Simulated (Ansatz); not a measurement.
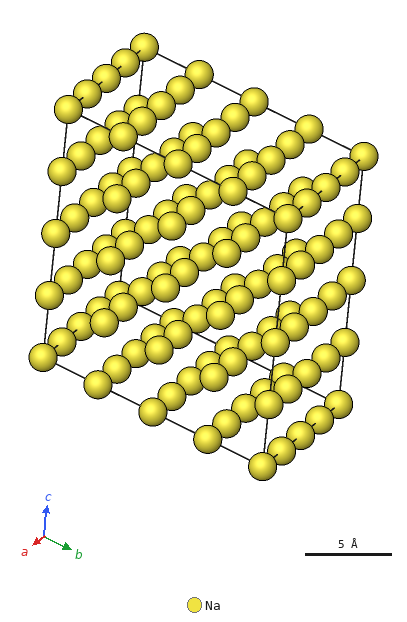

The structure as given in the input (spheres-only view of the cell of the calculation, seen slightly off an axis).

Single-point calculation, with input and output: Na (part 1 of 2)

- system: Na (64 atoms in the cell)
- method: DFT PBE, scalar-relativistic, plane waves, PAW, no spin polarisation (Ansatz 0.2.0)

The structure derives from a Materials Project entry. It belongs to a series of runs on one base structure; here: the perfect crystal in a cell of 64 atoms.

### Input
```yaml
crystal:
  lattice:
    - [-8.3931627981, -8.3931627981, 8.3931627981]
    - [-8.3931627981, 8.3931627981, -8.3931627981]
    - [8.3931627981, -8.3931627981, -8.3931627981]
  atoms:
    - { symbol: Na, position: [0.75, 0.75, 0.75] }
    - { symbol: Na, position: [0.5, 0.75, 0.75] }
    - { symbol: Na, position: [0.25, 0.75, 0.75] }
    - { symbol: Na, position: [0.0, 0.75, 0.75] }
    - { symbol: Na, position: [0.75, 0.5, 0.75] }
    - { symbol: Na, position: [0.5, 0.5, 0.75] }
    - { symbol: Na, position: [0.25, 0.5, 0.75] }
    - { symbol: Na, position: [0.0, 0.5, 0.75] }
    - { symbol: Na, position: [0.75, 0.25, 0.75] }
    - { symbol: Na, position: [0.5, 0.25, 0.75] }
    - { symbol: Na, position: [0.25, 0.25, 0.75] }
    - { symbol: Na, position: [0.0, 0.25, 0.75] }
    - { symbol: Na, position: [0.75, 0.0, 0.75] }
    - { symbol: Na, position: [0.5, 0.0, 0.75] }
    - { symbol: Na, position: [0.25, 0.0, 0.75] }
    - { symbol: Na, position: [0.0, 0.0, 0.75] }
    - { symbol: Na, position: [0.75, 0.75, 0.5] }
    - { symbol: Na, position: [0.5, 0.75, 0.5] }
    - { symbol: Na, position: [0.25, 0.75, 0.5] }
    - { symbol: Na, position: [0.0, 0.75, 0.5] }
    - { symbol: Na, position: [0.75, 0.5, 0.5] }
    - { symbol: Na, position: [0.5, 0.5, 0.5] }
    - { symbol: Na, position: [0.25, 0.5, 0.5] }
    - { symbol: Na, position: [0.0, 0.5, 0.5] }
    - { symbol: Na, position: [0.75, 0.25, 0.5] }
    - { symbol: Na, position: [0.5, 0.25, 0.5] }
    - { symbol: Na, position: [0.25, 0.25, 0.5] }
    - { symbol: Na, position: [0.0, 0.25, 0.5] }
    - { symbol: Na, position: [0.75, 0.0, 0.5] }
    - { symbol: Na, position: [0.5, 0.0, 0.5] }
    - { symbol: Na, position: [0.25, 0.0, 0.5] }
    - { symbol: Na, position: [0.0, 0.0, 0.5] }
    - { symbol: Na, position: [0.75, 0.75, 0.25] }
    - { symbol: Na, position: [0.5, 0.75, 0.25] }
    - { symbol: Na, position: [0.25, 0.75, 0.25] }
    - { symbol: Na, position: [0.0, 0.75, 0.25] }
    - { symbol: Na, position: [0.75, 0.5, 0.25] }
    - { symbol: Na, position: [0.5, 0.5, 0.25] }
    - { symbol: Na, position: [0.25, 0.5, 0.25] }
    - { symbol: Na, position: [0.0, 0.5, 0.25] }
    - { symbol: Na, position: [0.75, 0.25, 0.25] }
    - { symbol: Na, position: [0.5, 0.25, 0.25] }
    - { symbol: Na, position: [0.25, 0.25, 0.25] }
    - { symbol: Na, position: [0.0, 0.25, 0.25] }
    - { symbol: Na, position: [0.75, 0.0, 0.25] }
    - { symbol: Na, position: [0.5, 0.0, 0.25] }
    - { symbol: Na, position: [0.25, 0.0, 0.25] }
    - { symbol: Na, position: [0.0, 0.0, 0.25] }
    - { symbol: Na, position: [0.75, 0.75, 0.0] }
    - { symbol: Na, position: [0.5, 0.75, 0.0] }
    - { symbol: Na, position: [0.25, 0.75, 0.0] }
    - { symbol: Na, position: [0.0, 0.75, 0.0] }
    - { symbol: Na, position: [0.75, 0.5, 0.0] }
    - { symbol: Na, position: [0.5, 0.5, 0.0] }
    - { symbol: Na, position: [0.25, 0.5, 0.0] }
    - { symbol: Na, position: [0.0, 0.5, 0.0] }
    - { symbol: Na, position: [0.75, 0.25, 0.0] }
    - { symbol: Na, position: [0.5, 0.25, 0.0] }
    - { symbol: Na, position: [0.25, 0.25, 0.0] }
    - { symbol: Na, position: [0.0, 0.25, 0.0] }
    - { symbol: Na, position: [0.75, 0.0, 0.0] }
    - { symbol: Na, position: [0.5, 0.0, 0.0] }
    - { symbol: Na, position: [0.25, 0.0, 0.0] }
    - { symbol: Na, position: [0.0, 0.0, 0.0] }
basis:
  ecutwfc: 420
  xc_grid: 2
kpoints:
  mp_grid: { grid: [2, 2, 2], shift: [0.0, 0.0, 0.0] }
hamiltonian:
  xc: pbe
scf:
  occupations: { method: gaussian, width: 0.1 }
output:
  forces: true
  stress: true
  eigenvalues: true
  write_density: true
  write_potential: true
  elf: true
  volumetric_format: npy
```

Machine: 8 threads of Intel Xeon @ 2.10GHz (Emerald Rapids), 189 GiB of memory available, shared host.

Launch command:
```bash
ansatz run input.yaml --threads 8 --pin off --max-ram 20480MiB --backend cpu --events-out ev --progress --plain --runs-dir out
```

### What the program printed
```
Engine: ansatz 0.2.0, x86_64-unknown-linux-gnu
Pseudopotentials: kind: paw
Pseudopotential: Na, paw, valence charge 9, recommended cutoff 420 eV (normal), Na.paw.azcp
Functional definition: PBE
  parameter kappa = 0.804
  parameter beta = 0.06672455060314922
  exchange = pbe_x(kappa = kappa, mu = beta*pi^2/3)
  correlation = pbe_c(beta = beta)
Crystal: 64 atoms, lattice volume = 2365.032 Å³
Basis set: ecut = 420 eV, 46241 PW (Γ), exchange–correlation on 200×200×200 points (8 copies of the dense FFT grid, shifted against one another)
Bands: 352, of which v1, the nominal top of the filled ones, is band 288 counted from 1 (287 counted from 0)
Symmetry: 3072 space group operations
Space group: Im-3m (ITA 229), of the structure as read, at distance tolerance 1.3e-4 Å
k-points: 3 of 8
Non-local potential: Na, projectors of the file, l = 0: 3, l = 1: 2, l = 2: 1
PAW form: soft (Blöchl's): semilocal exchange-correlation on the pseudo side does not see the compensation charge
PAW one-centre angular grid: Na, 110 points (default); XC on 64 Gauss nodes
Initial density: superposition of atomic densities (neutral atoms: chi_scale 0, normalization atom), corrected by the library's trained network
Initial wavefunctions: pseudopotential atomic-orbital guess
Functional: x = pbe(κ = 0.804, μ = 0.2195149727645171), c = pbe(β = 0.06672455060314922)
SCF iter   1: F=—  HF=-95130.118599 eV  |F-HF|=—  |Δ(HF+E_count)|=         —  Δρ=3.19e-4  dr2=1.49e-3  ethr=1.77e-3  ⟨swp⟩=6.7  Hψ=4268  notcnv=0
preconditioner: auto → Resta (q_TF=auto, 2.156 Å⁻¹)  ε∞=4.8  [insulator: Δε(μ)=0.254 eV  Ē_g=3.127 eV  σ=0.100 eV  W_gap=0.88  n_scr=380 (ndim 8)  ℏωp=6.1 eV  f_vac=0.000  D(μ)=46.93/eV (n_scr^D=248)  ε∞_Penn≈4.8]
SCF iter   2: F=—  HF=-95130.114990 eV  |F-HF|=—  |Δ(HF+E_count)|=   3.61e-3  Δρ=1.53e-4  dr2=4.47e-4  ethr=2.59e-7  ⟨swp⟩=2.7  Hψ=2103  notcnv=0
SCF iter   3: F=—  HF=-95130.117319 eV  |F-HF|=—  |Δ(HF+E_count)|=   2.33e-3  Δρ=4.28e-5  dr2=4.94e-5  ethr=7.76e-8  ⟨swp⟩=2.0  Hψ=1806  notcnv=0
SCF iter   4: F=—  HF=-95130.116589 eV  |F-HF|=—  |Δ(HF+E_count)|=   7.30e-4  Δρ=1.08e-5  dr2=4.43e-6  ethr=8.58e-9  ⟨swp⟩=2.0  Hψ=1030  notcnv=0
iter 5 did not close the SCF: its close was put off for the readings that it lacked (scf_convergence_deferred on its scf_iter line)
SCF iter   5: F=-95130.116590 eV  HF=-95130.116590 eV  |F-HF|=2.14e-8  |Δ(HF+E_count)|=   9.86e-7  Δρ=1.52e-6  dr2=2.96e-8  ethr=7.70e-10  ⟨swp⟩=3.0  Hψ=1628  notcnv=0
SCF iter   6: F=-95130.116590 eV  HF=-95130.116590 eV  |F-HF|=8.59e-10  |Δ(HF+E_count)|=   2.48e-8  Δρ=1.82e-7  dr2=4.39e-10  ethr=5.14e-12  ⟨swp⟩=15.0  Hψ=7365  notcnv=0
SCF 1 converged in 6 iterations: F = -95130.116590 eV  dr2 = 4.39e-10
  greatest PAW one-centre occupation: 0.999 electrons in one spin orbital (limit 2), on the Na atom at site 63 (counted from 0), in its partial waves of l = 0
SCF converged after 6 iterations
Free energy (F): -95130.116590 eV
Harris-Foulkes:  -95130.116590 eV  (|F-HF|=8.59e-10)
Internal energy: -95129.881884 eV  (E = F + TS)
E sigma→0 (E₀):  -95129.999237 eV
Entropy (-TS):   -0.234706 eV (-3.667 meV/atom)
Fermi energy:    1.845230 eV
--- Per-component energies (eV) ---
  E_band       = -15421.996069
  E_kinetic    = 7691.454320
  E_local      = -92276.732179  (includes V_loc(G=0)·N_el)
  E_nonlocal   = 7366.972701
  E_hartree    = 33752.524780
  E_xc         = -2454.789127
  E_vxc        = -3154.077802  (∫ρ·V_xc dr)
  E_paw        = -16842.413680  (= ΣΔE_a)
  E_vpaw       = -2554.660418  (= ΣTr[D̂ρ^β])
  E_aug_tail   = -0.002033  (compensation charges beyond the density's cutoff)
  E_ewald      = -32366.896666
  E_smearing   = -0.234706  (= −TS)
  E_closure    = -0.000000  (closes the sum)
  Σ components = -95130.116590   (vs F -95130.116590, Δ=0.00e0)
--- Forces (eV/Å), atoms counted from 1 ---
  atom   1  Na    -0.00000000    -0.00000000    -0.00000000
  atom   2  Na    -0.00000000    -0.00000000    -0.00000000
  atom   3  Na    -0.00000000     0.00000000     0.00000000
  atom   4  Na    -0.00000000    -0.00000000     0.00000000
  atom   5  Na    -0.00000000    -0.00000000    -0.00000000
  atom   6  Na    -0.00000000    -0.00000000    -0.00000000
  atom   7  Na    -0.00000000    -0.00000000     0.00000000
  atom   8  Na    -0.00000000    -0.00000000     0.00000000
  atom   9  Na    -0.00000000    -0.00000000    -0.00000000
  atom  10  Na    -0.00000000    -0.00000000    -0.00000000
  atom  11  Na    -0.00000000     0.00000000     0.00000000
  atom  12  Na    -0.00000000     0.00000000     0.00000000
  atom  13  Na    -0.00000000    -0.00000000    -0.00000000
  atom  14  Na    -0.00000000    -0.00000000    -0.00000000
  atom  15  Na    -0.00000000     0.00000000     0.00000000
  atom  16  Na    -0.00000000    -0.00000000     0.00000000
  atom  17  Na    -0.00000000     0.00000000    -0.00000000
  atom  18  Na    -0.00000000     0.00000000    -0.00000000
  atom  19  Na    -0.00000000    -0.00000000     0.00000000
  atom  20  Na    -0.00000000    -0.00000000     0.00000000
  atom  21  Na    -0.00000000    -0.00000000    -0.00000000
  atom  22  Na    -0.00000000     0.00000000    -0.00000000
  atom  23  Na    -0.00000000     0.00000000    -0.00000000
  atom  24  Na    -0.00000000    -0.00000000     0.00000000
  atom  25  Na    -0.00000000     0.00000000     0.00000000
  atom  26  Na    -0.00000000    -0.00000000    -0.00000000
  atom  27  Na    -0.00000000     0.00000000     0.00000000
  atom  28  Na    -0.00000000     0.00000000     0.00000000
  atom  29  Na    -0.00000000     0.00000000     0.00000000
  atom  30  Na    -0.00000000    -0.00000000    -0.00000000
  atom  31  Na    -0.00000000    -0.00000000     0.00000000
  atom  32  Na    -0.00000000    -0.00000000     0.00000000
  atom  33  Na    -0.00000000     0.00000000    -0.00000000
  atom  34  Na    -0.00000000     0.00000000    -0.00000000
  atom  35  Na    -0.00000000    -0.00000000     0.00000000
  atom  36  Na    -0.00000000    -0.00000000     0.00000000
  atom  37  Na    -0.00000000    -0.00000000    -0.00000000
  atom  38  Na    -0.00000000     0.00000000    -0.00000000
  atom  39  Na    -0.00000000     0.00000000     0.00000000
  atom  40  Na    -0.00000000    -0.00000000     0.00000000
  atom  41  Na    -0.00000000     0.00000000    -0.00000000
  atom  42  Na    -0.00000000    -0.00000000     0.00000000
  atom  43  Na    -0.00000000     0.00000000     0.00000000
  atom  44  Na    -0.00000000     0.00000000     0.00000000
  atom  45  Na    -0.00000000     0.00000000    -0.00000000
  atom  46  Na    -0.00000000     0.00000000    -0.00000000
  atom  47  Na    -0.00000000     0.00000000     0.00000000
  atom  48  Na    -0.00000000    -0.00000000     0.00000000
  atom  49  Na    -0.00000000     0.00000000    -0.00000000
  atom  50  Na    -0.00000000     0.00000000    -0.00000000
  atom  51  Na    -0.00000000    -0.00000000     0.00000000
  atom  52  Na    -0.00000000    -0.00000000     0.00000000
  atom  53  Na    -0.00000000     0.00000000    -0.00000000
  atom  54  Na    -0.00000000     0.00000000    -0.00000000
  atom  55  Na    -0.00000000    -0.00000000     0.00000000
  atom  56  Na    -0.00000000    -0.00000000     0.00000000
  atom  57  Na    -0.00000000     0.00000000    -0.00000000
  atom  58  Na    -0.00000000    -0.00000000    -0.00000000
  atom  59  Na    -0.00000000     0.00000000     0.00000000
  atom  60  Na    -0.00000000     0.00000000     0.00000000
  atom  61  Na    -0.00000000     0.00000000    -0.00000000
  atom  62  Na    -0.00000000    -0.00000000    -0.00000000
  atom  63  Na    -0.00000000    -0.00000000     0.00000000
  atom  64  Na    -0.00000000     0.00000000     0.00000000
  max |Σ_I F_I| component: 1.33e-25 eV/Å
--- Stress (GPa, compression-positive) ---
        0.025065      -0.000000       0.000000
        0.000000       0.025065      -0.000000
       -0.000000      -0.000000       0.025065
  P = ⅓ Tr σ = 0.0251 GPa (0.251 kbar)
--- Band table (eV) ---
```
